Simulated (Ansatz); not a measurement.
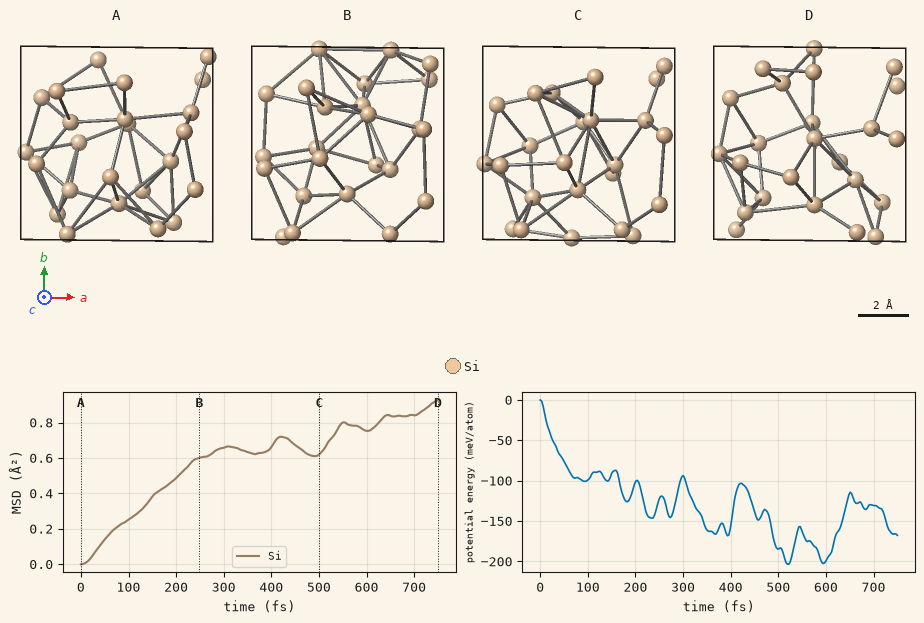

Molecular dynamics of an amorphous cell of composition Si (24 atoms in the cell), 750 fs long. It starts from the last geometry of an earlier run, with fresh velocities. Frames (A at 0 fs, B at 249 fs, C at 501 fs, D at 750 fs) and the history of the run. A ball-and-stick model of the simulation cell, seen along the c axis. Atoms that leave the cell re-enter on the other side. Bonds to atoms that aren't drawn are left out.

Level of theory: DFT PBE, scalar-relativistic, plane waves, PAW (Ansatz). Run with plane-wave cutoff 420 eV; k-point mesh 1 × 1 × 1; Fermi-Dirac smearing 0.0862 eV; volume 0.92 times that of the relaxed crystal; set temperature 1000 K; time step 3 fs.

> What do the frames and curves show?

The mean temperature in the second half is 982 K (standard deviation 160 K). The potential energy in the second half lies on average 154 meV per atom below the first frame. The mean pressure there is −1.3 GPa. In the second half of the run the atoms are, in the root-mean-square, this far from where they began (common drift taken out): Si 0.87 Å. That is a large part of the typical shortest distance between atoms in the first frame, about 2.4 Å and still growing: the atoms leave their places as in a liquid. Bond changes: 19 Si–Si bonds form between 45 fs and 669 fs; 26 Si–Si bonds break between 111 fs and 738 fs; one Si–Si contact opens and closes in turn.

Limits of the set-up: the periodic images lie only 7.5 Å apart, so the values are limited by the cell's size.
